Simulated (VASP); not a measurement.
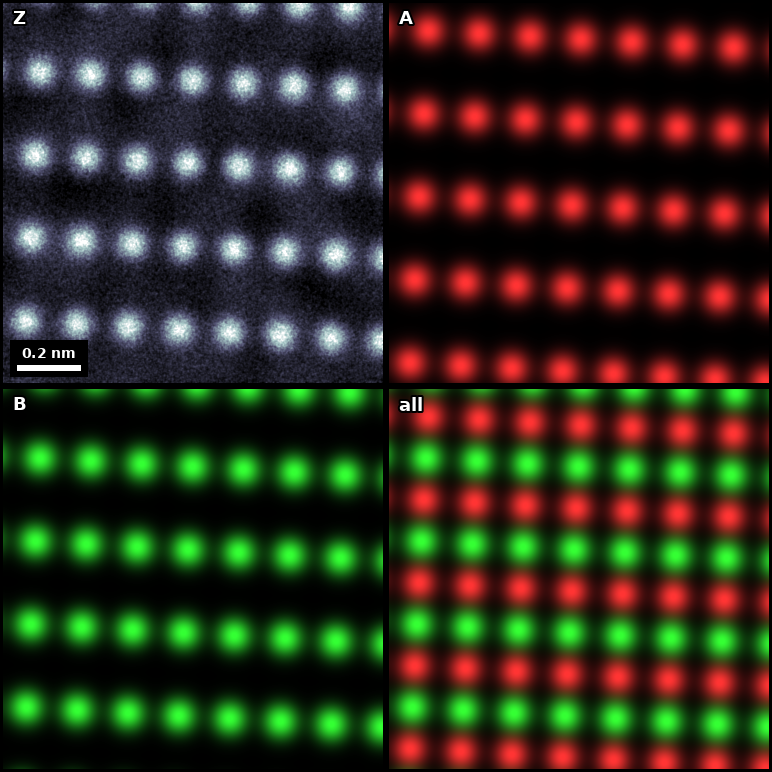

HfN (Fm-3m, No. 225) along [211]. Panel Z: Simulated incoherent Z contrast: every atom adds Z^1.7 spread by a probe of 0.72 Å full width; channelling and multiple scattering are left out. The probe carries 15 % of its weight in a tail 2.5 times as wide. The display is stretched by a gamma of 0.8; percentages refer to the linear signal. Shot noise and the speckle of an amorphous layer were added. The other panels are simulated element maps (the number of atoms of one element along the beam, blurred by 0.9 Å; each on its own scale, no channelling); the last overlays them. Model: the geometry relaxed with VASP Kohn-Sham DFT of a periodic cell, PBE, VASP PAW PBE potentials, gw in VASP 6.6.1.

```xyz
8
Lattice="4.5476 0.0000 0.0000 0.0000 4.5476 0.0000 0.0000 0.0000 4.5476" Properties=species:S:1:pos:R:3 pbc="T T T"
Hf    0.0000    0.0000    0.0000
N     0.0000    0.0000    2.2738
Hf    0.0000    2.2738    2.2738
N     0.0000    2.2738    0.0000
Hf    2.2738    0.0000    2.2738
N     2.2738    0.0000    0.0000
Hf    2.2738    2.2738    0.0000
N     2.2738    2.2738    2.2738
```

Q: Which element does each lettered map show?

A: N, B: Hf. The projected cell (1.61 × 2.63 Å, 90°) holds 2 columns: 1 of Hf and 1 of N. No column is shared by two of the mapped elements.
